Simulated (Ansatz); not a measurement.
System: BaTiO₃, space group P4mm (No. 99).

Starting cell:
```
CELL_PARAMETERS angstrom
3.99980 0.00000 0.00000
0.00000 3.99980 0.00000
0.00000 0.00000 4.01800
ATOMIC_POSITIONS crystal
Ba 0.00000 0.00000 0.00000
Ti 0.50000 0.50000 0.49000
O 0.00000 0.50000 0.51700
O 0.50000 0.00000 0.51700
O 0.50000 0.50000 0.01900
```

Calculation (Ansatz 0.2.0): plane-wave DFT, no spin polarisation; energies at scaled volumes of the given cell, shape and fractions fixed, counted from the fit's minimum, third-order Birch-Murnaghan fit. Level: revPBE.

k mesh 7×7×7; occupations Fermi–Dirac; smearing width 0.05 eV; potentials Ansatz PAW; wave cutoff 420 eV; density cutoff 1680 eV.

Predict the energy and pressure against volume. The volume takes the values 12.08, 12.34, 12.60, 12.86, 13.11, 13.37, 13.63 Å³/atom.

A third-order Birch–Murnaghan fit gives V0 = 13.30 Å³/atom, B0 = 151 GPa and B′ = 4.5. The energy is 62.51 meV/atom at volume 12.08 Å³/atom and 3.61 meV/atom at 13.63 Å³/atom; the lowest computed point is at volume 13.37 Å³/atom (0.17 meV/atom), in a single well. The pressure falls from 17.98 GPa at volume 12.08 Å³/atom to −3.46 GPa at 13.63 Å³/atom, and changes sign near 13.30 Å³/atom.

```
volume (Å³/atom)  energy (meV/atom)  pressure (GPa)
           12.08              62.51           17.98
           12.34              37.41           13.38
           12.60              19.33            9.25
           12.86               7.47            5.55
           13.11               1.28            2.22
           13.37               0.17           -0.78
           13.63               3.61           -3.46
```

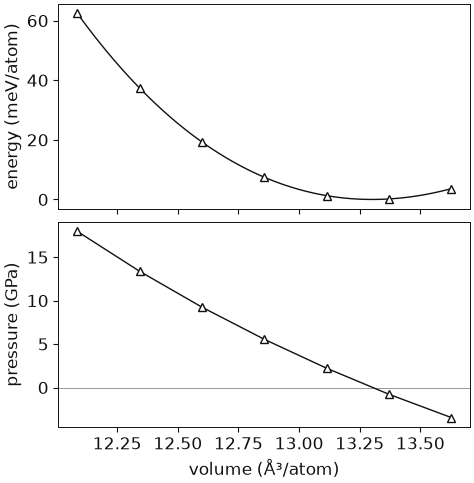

Note: the functional was run on potentials made for another functional; shape and atomic fractions are frozen while scaling, which makes layered, chain and framework solids too stiff.
